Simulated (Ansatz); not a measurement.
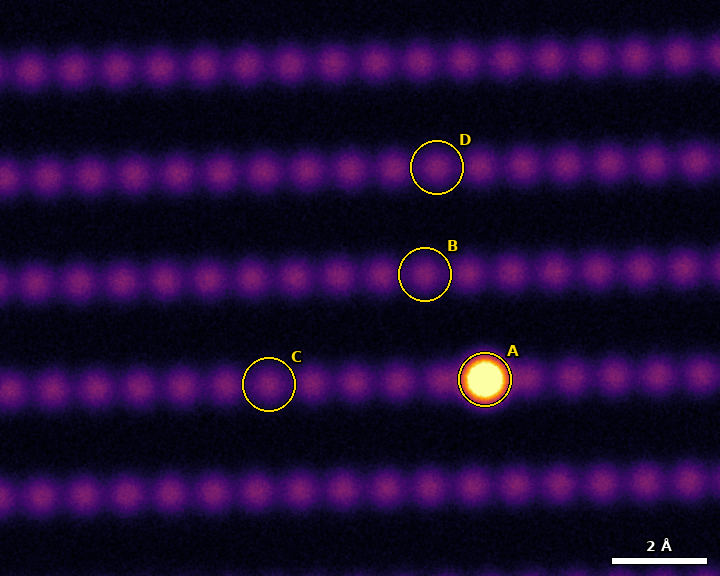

Dark-field STEM-like image of Al (P6_3/mmc, No. 194) along [310]. Simulation: incoherent imaging, intensity Z^1.7 per atom, probe width 0.63 Å, thin sample. The display is stretched by a gamma of 0.8; percentages refer to the linear signal. Shot noise was added.

The sample is 1 repeat (7.5 Å) thick. One point defect was put into the perfect crystal, without relaxing the atoms around it. Brightness is counted from the darkest point of the image. Host structure: the end point of a relaxation with DFT, LDA (PW92), plane waves (420 eV) with PAW, scalar-relativistic (Ansatz); the starting structure was generated, so it need not be a known form of this composition.

Question: Which ringed column holds the defect, and does it scatter more or less than its equals?

Answer: A; it scatters more. The column holds 1 atom (Al) through the sample, and one Al atom is replaced by In, so its peak rises to about 950 % of that of its equals.
